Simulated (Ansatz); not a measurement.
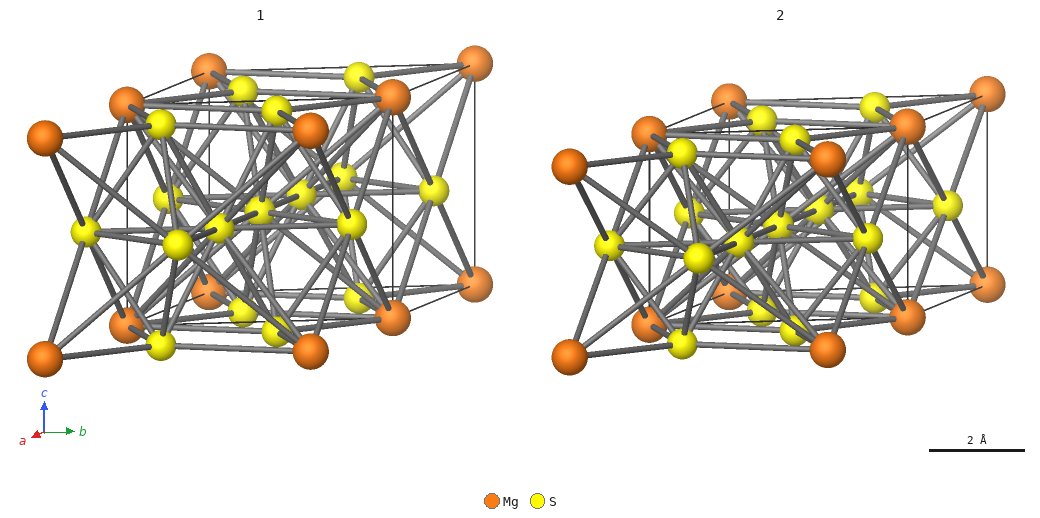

Two geometries of crystalline MgS₅ (a generated structure, set up in P6/mmm) (coarse preliminary run), drawn at one scale. One is the start of a relaxation, the other its converged end. The picture is a ball-and-stick view of the cell of the calculation, repeated 2 × 1 × 1 with one cell outlined, seen slightly off an axis.

Theory: Ansatz, DFT PBE, scalar-relativistic, plane waves, PAW. Settings: plane-wave cutoff 420 eV; k-point mesh 3 × 3 × 4; occupations gaussian; smearing width 0.1 eV; no spin polarisation; cell and atoms relaxed; force threshold 0.04 eV/Å; at most 70 steps.

Which one is relaxed?

Answer. Structure 2 is the relaxed one. The energy falls by 179 meV per atom in 4 accepted moves (5 points after the start). All forces vanish by symmetry, so only the cell relaxes. Pressure: −8.35 GPa at the start and 0.11 GPa at the end. At 1 point the geometry stayed and the basis and grid were re-selected for the new cell (energy shift of 0.1 meV per atom at most each time). No atom moves by more than 0.005 Å relative to the cell. The volume changes by −18.5 %, with a = b 5.781 → 5.617 Å (−2.8 %), c 4.732 → 4.084 Å (−13.7 %). Among the contacts that change: S–S 2.895 → 2.608 Å, Mg–S 3.735 → 3.473 Å, Mg–S 3.338 → 3.243 Å, S–S 2.891 → 2.809 Å. The space group stays P6/mmm (No. 191). The run took 13 s on 1 thread of Arm Neoverse V1, with other jobs on the host, peak memory 0.36 GiB.
